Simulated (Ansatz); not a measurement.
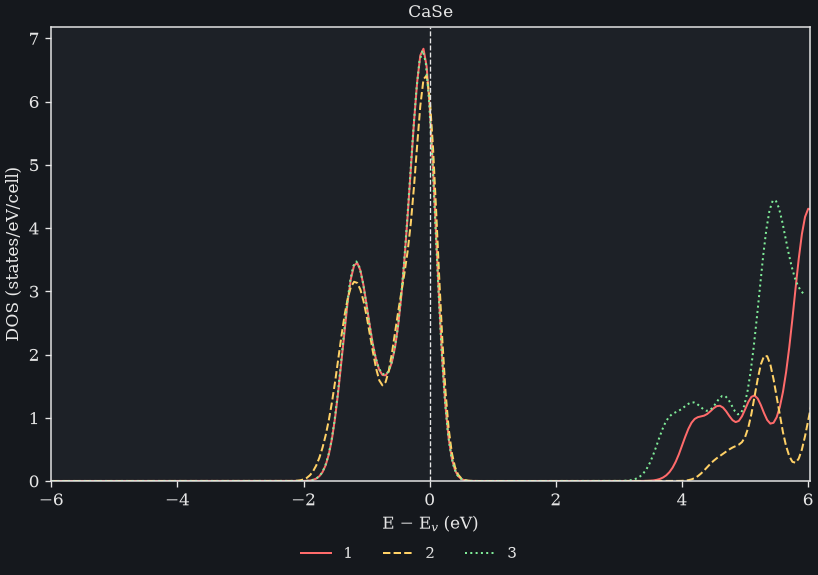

Total densities of states of CaSe, space group F-43m, 2 atoms in the cell, zincblende type, hydrostatic strain −5.0%, by three methods on the same cell. The curves are built from the levels of the k mesh with Gaussians 0.4 eV wide, which also blur the band edges. Each is counted from its own valence-band top.

**Which curve is which? The methods: r2SCAN, HSE06, PBE.**

1 is r2SCAN; 2 is HSE06; 3 is PBE. r2SCAN gives a gap of 3.89 eV, HSE06 gives a gap of 4.51 eV and PBE gives a gap of 3.52 eV.

The meshes differ, so part of the difference in shape comes from the coarser one.

Settings. r2SCAN: DFT, r2SCAN, plane waves, PAW, no spin polarisation, 6×6×6 k mesh, 500 eV cutoff (Ansatz 0.2.0). HSE06: DFT, HSE06, plane waves, PAW, no spin polarisation, 4×4×4 k mesh, 420 eV cutoff (Ansatz). PBE: DFT, PBE, plane waves, PAW, no spin polarisation, 6×6×6 k mesh, 420 eV cutoff, Fermi-Dirac smearing of 0.02 eV (Ansatz).
